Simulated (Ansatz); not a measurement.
System: Hg.

The calculation's input:

```
crystal:
  lattice:
    - [-2.7125340786, 2.8882686725, 1.5491476284]
    - [2.8882686725, -2.7125340786, 1.5491476284]
    - [2.8713165016, 2.8713165016, -1.2272893976]
  atoms:
    - { symbol: Hg, position: [0.0065182304, 0.9934817696, 1.0] }
    - { symbol: Hg, position: [0.7434817696, 0.2565182304, 0.5] }
hamiltonian:
  xc: pbe
  pseudopotentials:
    kind: paw
    azcp:
      Hg: "pseudopotentials/Hg.paw.azcp"
basis:
  ecutwfc: 420
  fft_grid_basis: typed
kpoints:
  mp_grid: { grid: [12, 12, 8], shift: [0, 0, 0] }
magnetization:
  spin_polarized: false
scf:
  occupations: { method: fermi_dirac, width: 0.1 }
  lower_state_search: "off"
output:
  stress: true
  write_density: true
  write_potential: true
  elf: true
  volumetric_format: npy
```

Launched as:

```sh
ansatz run input.yaml --threads 1 --pin off --max-ram 3584MiB --backend cpu --events-out ev --progress --plain --runs-dir out
```

Below, planes, directions and counts refer to the conventional cell (a = 3.11 Å, b = 7.92 Å, c = 4.24 Å, α = 90.00°, β = 102.23°, γ = 90.00°).

Space group C2/c; set up as Hg, beta-Sn type; a generated structure, not necessarily the stable one; changed on purpose from its base cell (volume × 0.88); computed pressure about 3 GPa in this cell.

All numbers below come from DFT, PBE, plane waves (420 eV) with PAW, scalar-relativistic (Ansatz).

> What can the converged valence pseudo-density and electron localisation function tell about the bonding?

Hg–Hg (3.11 Å): the density is about 0.18 e/Å³ at the midpoint; the ELF is about 0.15 at the midpoint (no localised pair shows between them).

> Metal or insulator at this level of theory?

It is metallic or semimetallic at this level of theory: no gap opens.

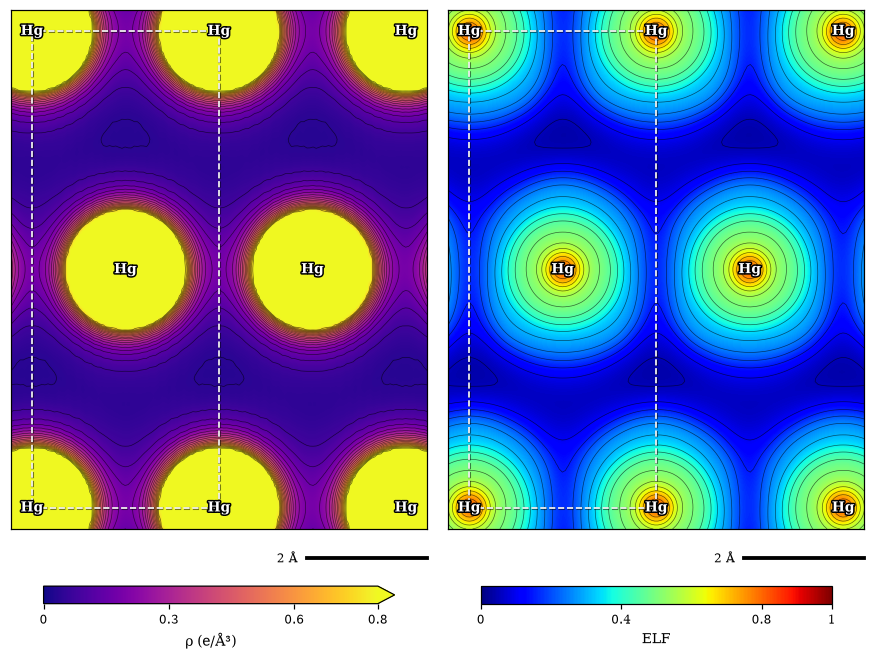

Computed valence pseudo-density and electron localisation function on the (001) plane of the conventional cell, in this order. 

In a PAW calculation such maps are meaningful between the atoms, not at the nuclei.
